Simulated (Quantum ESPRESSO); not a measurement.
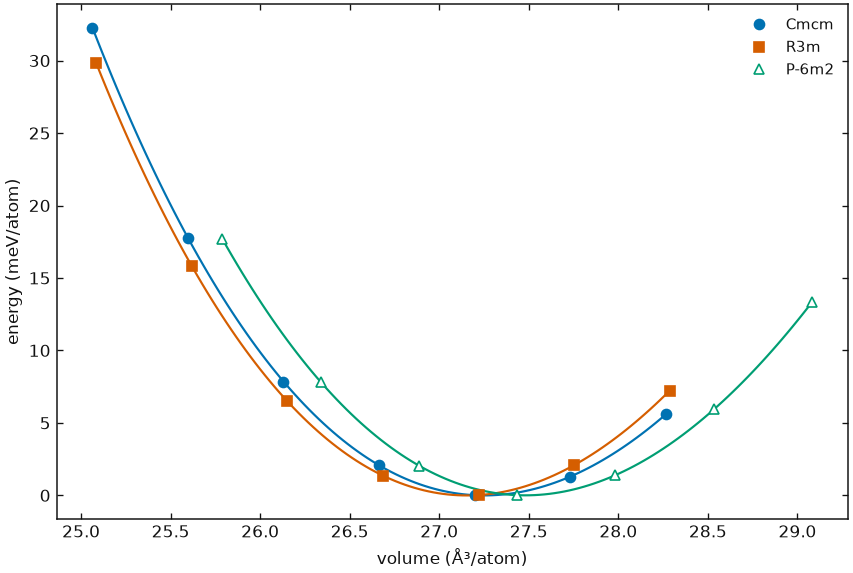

Energy against volume, with one curve for each structure, for PbS. Each energy curve has its own zero, so the curves don't rank the structures.

Settings that differ: Cmcm: k mesh 7×7×6; R3m: k mesh 8×8×8; P-6m2: k mesh 8×8×7.

The fitted equilibrium volumes, smallest first, are R3m 27.154, Cmcm 27.251, P-6m2 27.480 Å³/atom. The fitted bulk moduli, smallest first, are P-6m2 49.7, Cmcm 50.7, R3m 52.7 GPa.

Method: plane-wave DFT, no spin polarisation; energies at scaled volumes of the given cell, shape and fractions fixed, counted from the fit's minimum, third-order Birch-Murnaghan fit (Quantum ESPRESSO 7.5). Level: PBE.

occupations Fermi–Dirac; smearing width 0.05 eV; potentials SSSP 1.3 efficiency PBE; wave cutoff 748.3 eV; density cutoff 5987 eV.

Caveats: spin-orbit coupling left out, heavy elements; shape and atomic fractions are frozen while scaling, which makes layered, chain and framework solids too stiff.
